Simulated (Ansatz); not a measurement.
Hf2H

```xyz
6
Lattice="4.5403 0.0000 0.0000 0.0000 4.5403 0.0000 0.0000 0.0000 4.5403" Properties=species:S:1:pos:R:3 pbc="T T T"
Hf    1.1351    3.4052    1.1351
Hf    3.4052    1.1351    1.1351
Hf    1.1351    1.1351    3.4052
Hf    3.4052    3.4052    3.4052
H     0.0000    0.0000    0.0000
H     2.2702    2.2702    2.2702
```

Space group Pn-3m; a generated structure, not necessarily the stable one; changed on purpose from its base cell (volume × 0.97); computed pressure about 4 GPa in this cell.

The calculation used Ansatz 0.2.0, DFT PBE, scalar-relativistic, plane waves, PAW.

Core electrons are frozen (PAW), and the valence fields are smoothed inside the atomic spheres.

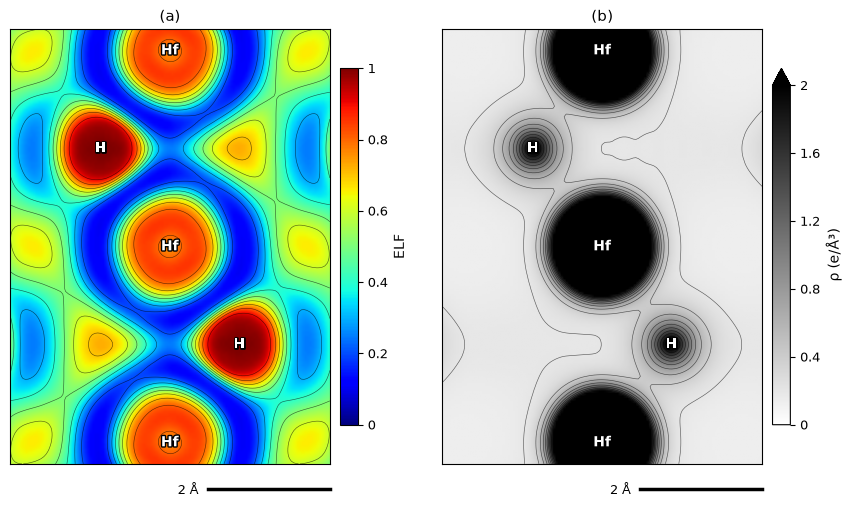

Figure 1. (a) electron localisation function; (b) valence charge density (pseudo) on the (11̄0) plane of the conventional cell.

### Read the bonding off the picture.

The section cuts through Hf and H sites.
Hf–H (1.97 Å): the density is about 0.78 e/Å³ at the midpoint; the ELF climbs to about 1 towards the hydrogen.
Hf–Hf (3.21 Å): the density is about 0.2 e/Å³ at the midpoint; the ELF is about 0.25 at the midpoint: no localised pair shows between them.
Between the atoms the lowest density in this plane is 0.14 e/Å³.
The ELF has a maximum of about 0.75 in the space between the atoms, 2.0 Å from four Hf atoms, on no atom or two-centre bond.
The features right at Hf lie inside the PAW spheres, where the map follows smoothed inner orbitals and isn't to be read closely.

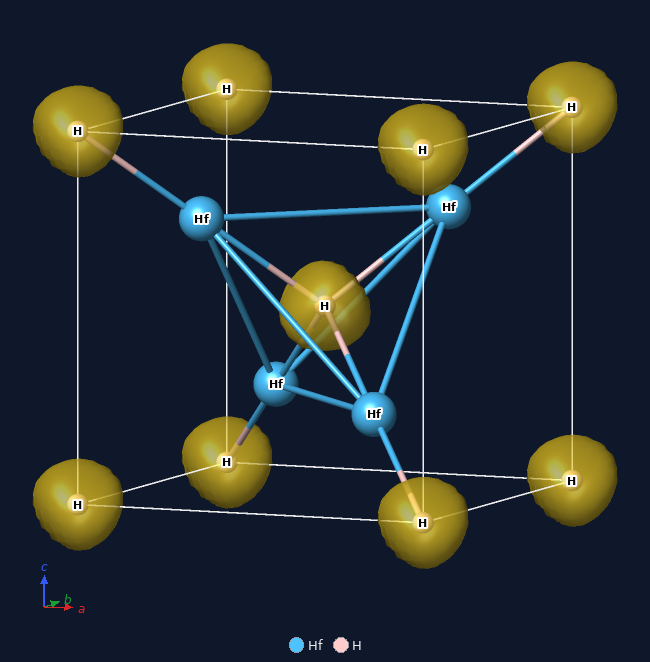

Figure 2. Isosurface of the electron localisation function at 0.85 (yellow), seen slightly off an axis. Only the valence region is drawn (cores and ρ < 0.01 e/Å³ removed). Sticks mark near contacts.

### Where are the electrons localised?

The ELF exceeds this value in two regions around hydrogen nuclei, counted in one cell of 6 atoms. Any copies at cell faces, edges or corners count once.

### Metal or insulator at this level of theory?

It is gapless in this calculation (a metal or semimetal).
